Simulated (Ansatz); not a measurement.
System: SiO2, space group P4_32_12 (No. 96), 12 atoms in the cell.

Space group P4_32_12 (No. 96). a = 4.943 Å, b = 4.943 Å, c = 6.868 Å, α = 90.00°, β = 90.00°, γ = 90.00°
```csv
atom,site,symmetry,x,y,z
Si,4a,..2,0.8044,0.8044,0.5000
O,8b,1,0.2627,0.3866,0.8166
```

Level of theory: DFT LDA, scalar-relativistic, plane waves, PAW, no spin polarisation, 6×6×4 k mesh, Gaussian smearing of 0.01 eV; code Ansatz.

What does the optical spectrum look like?

The smallest direct gap is 5.55 eV; the absorption coefficient reaches a twentieth of its peak at about 7.5 eV, so absorption builds up slowly above the gap. The most prominent peaks of the absorption coefficient (xx = yy) lie at 10.2 eV (10) and 11.8 eV (11), heights in 10⁵ cm⁻¹. For zz they lie at 9.5 eV (8), 10.9 eV (9.4) and 11.5 eV (9.9). Two diagonal components agree and the third differs: the response is uniaxial. It doesn't absorb visible light: direct transitions start above 3.2 eV, in the ultraviolet.

Independent particles: no excitons or local fields.

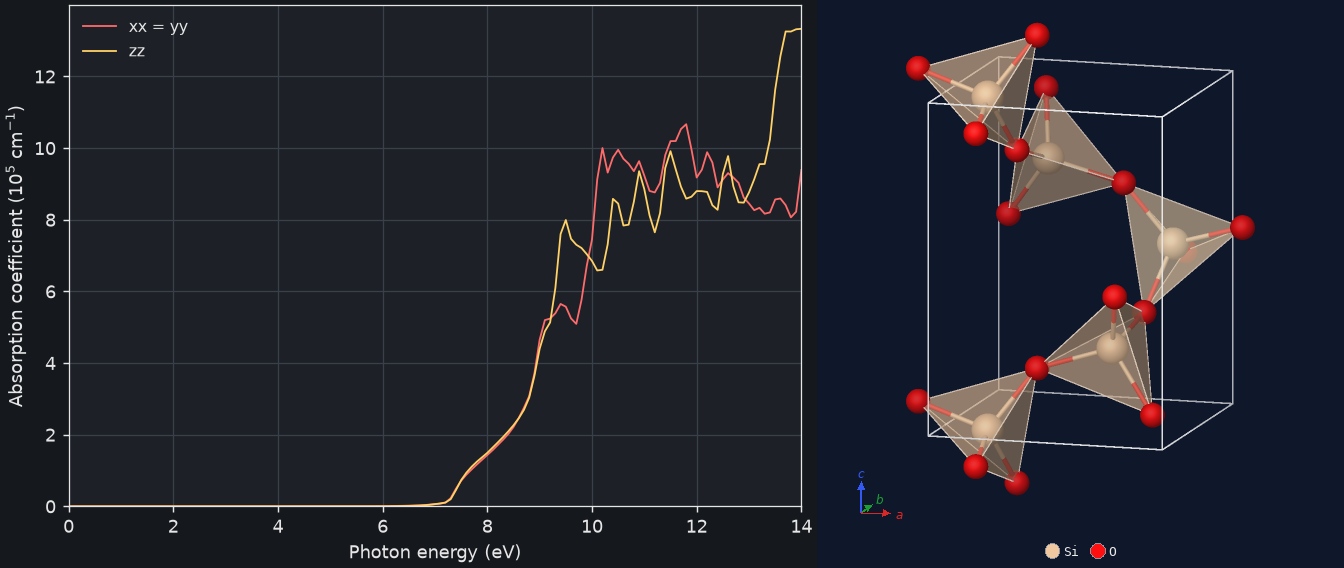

Optical absorption coefficient from interband transitions, 8×8×6 mesh, 0.1 eV broadening. The structure is drawn too.
